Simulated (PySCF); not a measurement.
**doublet [C4H6]+: levels of theory compared**

Wanted: a comparison of 6 runs (U-r2SCAN/cc-pVDZ, U-revPBE/cc-pVDZ, UB3LYP/cc-pVDZ, UBLYP/cc-pVDZ, UM06-2X/cc-pVDZ, UPBE/cc-pVDZ) of doublet [C4H6]+. The job is set up through a Python script.

Program for the calculation: PySCF 2.14.0.

1 further run of the same task is left out (set aside as unsound or not needed).

## Step 1: The molecule

The species is [C4H6]+ (10 atoms), meant as a doublet with charge +1. SMILES of the parent species: `C1C2CC12`. The coordinates come from a PBE0-D4/def2-TZVP relaxation. That shape belongs to the parent species and isn't relaxed for this state.

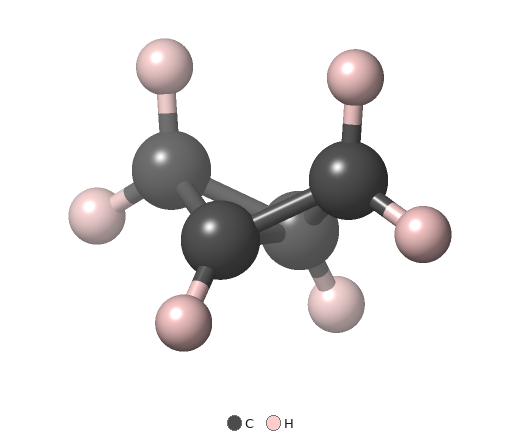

The structure, seen from a chosen angle (carbon dark grey, hydrogen pink).

## Step 2: A single-point energy at U-r2SCAN/cc-pVDZ (run 1)

Contents of run.py:

```python
from pyscf import gto, dft

system = gto.Mole()
system.atom = '''
C     -0.945543     1.750340    -0.956693
C     -0.907220    -1.046096    -0.642110
C      0.442801    -1.160915     1.824606
C      1.440519     0.420936    -0.278451
H     -1.098195     2.469211    -2.872951
H     -1.887950     2.905567     0.467008
H     -1.324301    -2.523389    -1.980244
H     -0.390625    -0.234175     3.466608
H      1.458812    -2.892736     2.249624
H      3.211703     0.311238    -1.277398
'''
system.unit = 'bohr'
system.verbose = 3
system.max_memory = 1860
system.basis = 'cc-pvdz'
system.charge = 1
system.spin = 1
system.build()

myscf = dft.UKS(system)
myscf.xc = 'r2scan'
myscf.conv_tol = 1e-10
myscf.grids.level = 5
myscf.kernel()
if not myscf.converged:
    myscf = myscf.newton().run(myscf.mo_coeff, myscf.mo_occ)

e_tot = myscf.e_tot
print(f'total energy: {e_tot:.8f} hartree')
```

Run with:

```bash
$ OMP_NUM_THREADS=1 python run.py
```

Standard output:

```text
converged SCF energy = -155.525937411087  <S^2> = 0.76164034  2S+1 = 2.0116067
total energy: -155.52593741 hartree
```

Run time: 72 s. Hardware: 1 thread of Arm Neoverse V2, shared host; peak memory 0.5 GiB.

## Step 3: A single-point energy at U-revPBE/cc-pVDZ (run 2)

Contents of mol.xyz:

```xyz
10

C     -0.500360     0.926240    -0.506260
C     -0.480080    -0.553570    -0.339790
C      0.234320    -0.614330     0.965540
C      0.762290     0.222750    -0.147350
H     -0.581140     1.306650    -1.520300
H     -0.999060     1.537560     0.247130
H     -0.700790    -1.335320    -1.047900
H     -0.206710    -0.123920     1.834450
H      0.771970    -1.530770     1.190450
H      1.699560     0.164700    -0.675970
```

Contents of input.py:

```python
from pyscf import gto, dft

mol = gto.M(
    atom='mol.xyz',
    max_memory=1860,
    verbose=3,
    charge=1,
    basis='cc-pvdz',
    spin=1,
)

calc0 = dft.UKS(mol, xc='revpbe')
calc0.conv_tol = 1e-10
calc0.grids.level = 5
calc0.kernel()
if not calc0.converged:
    calc0 = calc0.newton().run(calc0.mo_coeff, calc0.mo_occ)

etot = calc0.e_tot
print('E = %.10f Eh' % etot)
```

Run with:

```bash
$ OMP_NUM_THREADS=1 python input.py
```

Standard output:

```text
converged SCF energy = -155.581488147175  <S^2> = 0.75501727  2S+1 = 2.005011
E = -155.5814881472 Eh
```

Run time: 32 s. Hardware: 1 thread of Arm Neoverse V2, shared host; peak memory 0.45 GiB.

Runs 3 to 5 aren't shown in full; the table further down has their settings and results.

## Step 4: A single-point energy at UPBE/cc-pVDZ (run 6)

Contents of job.py:

```python
from pyscf import gto, dft

system = gto.M(
    atom=[
    ('C', (-0.500360, 0.926240, -0.506260)),
    ('C', (-0.480080, -0.553570, -0.339790)),
    ('C', (0.234320, -0.614330, 0.965540)),
    ('C', (0.762290, 0.222750, -0.147350)),
    ('H', (-0.581140, 1.306650, -1.520300)),
    ('H', (-0.999060, 1.537560, 0.247130)),
    ('H', (-0.700790, -1.335320, -1.047900)),
    ('H', (-0.206710, -0.123920, 1.834450)),
    ('H', (0.771970, -1.530770, 1.190450)),
    ('H', (1.699560, 0.164700, -0.675970)),
],
    verbose=4,
    spin=1,
    charge=1,
    basis='cc-pvdz',
    max_memory=1860,
)

ks = dft.UKS(system)
ks.xc = 'pbe'
ks.conv_tol = 1e-10
ks.grids.level = 5
ks.kernel()
if not ks.converged:
    ks = ks.newton().run(ks.mo_coeff, ks.mo_occ)

etot = ks.e_tot
print(f'total energy: {etot:.8f} hartree')
```

Run with:

```bash
$ OMP_NUM_THREADS=1 python job.py
```

Standard output:

```text
PySCF version 2.14.0

[... 62 lines left out ...]
WARN: HOMO -0.296153635748682 >= LUMO -0.296153635748683
[... 50 lines left out ...]
converged SCF energy = -155.40592128321  <S^2> = 0.75454585  2S+1 = 2.0045407
total energy: -155.40592128 hartree
```

Run time: 32 s. Hardware: 1 thread of Arm Neoverse V2, shared host; peak memory 0.45 GiB.

## Step 5: The series

| run | level | energy (Eh) | HOMO energy (eV) | LUMO energy (eV) | ⟨S²⟩ | wall time |
| --- | --- | --- | --- | --- | --- | --- |
| 1 | U-r2SCAN/cc-pVDZ | -155.525937 | -14.16 | -12.18 | 0.762 | 72 s |
| 2 | U-revPBE/cc-pVDZ | -155.581488 | -13.70 | -12.49 | 0.755 | 32 s |
| 3 | UB3LYP/cc-pVDZ | -155.614181 | -14.82 | -11.76 | 0.757 | 31 s |
| 4 | UBLYP/cc-pVDZ | -155.526487 | -13.55 | -12.42 | 0.754 | 32 s |
| 5 | UM06-2X/cc-pVDZ | -155.544420 | -16.10 | -10.65 | 0.757 | 72 s |
| 6 | UPBE/cc-pVDZ | -155.405921 | -13.72 | -12.56 | 0.755 | 32 s |

## Step 6: What came out

```
                                 quantity          value
                      run 6: total energy  -155.40592 Eh
run 6: HOMO energy (highest over α and β)      -13.72 eV
 run 6: LUMO energy (lowest over α and β)      -12.56 eV
                              run 6: ⟨S²⟩          0.755
```

**Reading.** Totals of different functionals can't be ranked against each other. All runs together took 4.5 min, the longest 72 s.
